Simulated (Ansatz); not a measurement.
CdF₂ (space group Fm-3m, No. 225): coordinates from a relaxation with DFT, PBE-D3(BJ), plane waves, PAW in Ansatz.

```cif
data_structure
_symmetry_space_group_name_H-M 'Fm-3m'
_symmetry_Int_Tables_number 225
_cell_length_a 5.4445
_cell_length_b 5.4445
_cell_length_c 5.4445
_cell_angle_alpha 90.000
_cell_angle_beta 90.000
_cell_angle_gamma 90.000
_cell_volume 161.39
loop_
_atom_site_label
_atom_site_type_symbol
_atom_site_symmetry_multiplicity
_atom_site_Wyckoff_symbol
_atom_site_fract_x
_atom_site_fract_y
_atom_site_fract_z
_atom_site_occupancy
Cd1 Cd 4 a 0.00000 0.00000 0.00000 1
F1 F 8 c 0.25000 0.75000 0.75000 1
```

Bonds are taken as Cd–F below 2.7 Å. The graph is simplified in the usual way: terminal and isolated atoms are pruned, two-connected atoms become edges.

What net does this leave?

The result is a binodal (4,8)-connected, three-periodic net: F is a 4-connected node; Cd is an 8-connected node, in the ratio 2:1. It is the flu net, known from fluorite. It is a single net, without interpenetration.

| node | links | point symbol | coordination sequence |
| --- | --- | --- | --- |
| F | 4 | 4⁶ | 4 22 24 82 64 182 124 322 |
| Cd | 8 | 4¹²·6¹²·8⁴ | 8 12 48 42 128 92 248 162 |

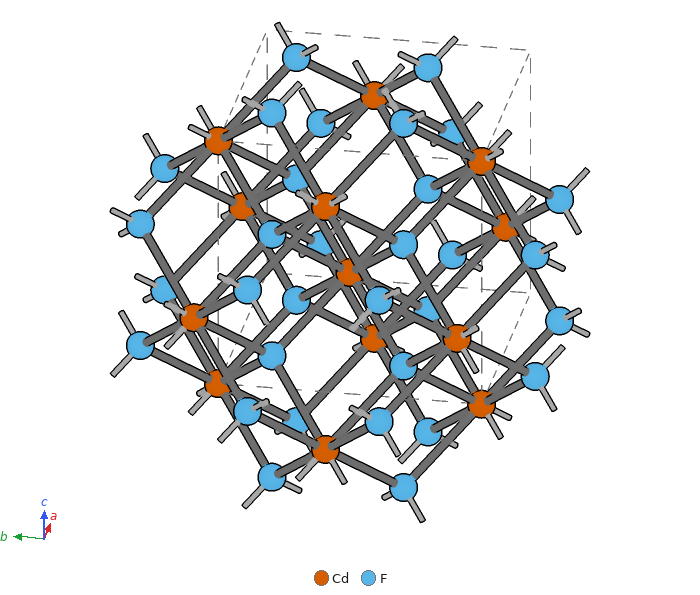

Nodes are coloured by topological kind. Short stubs are edges that leave the cut-out.
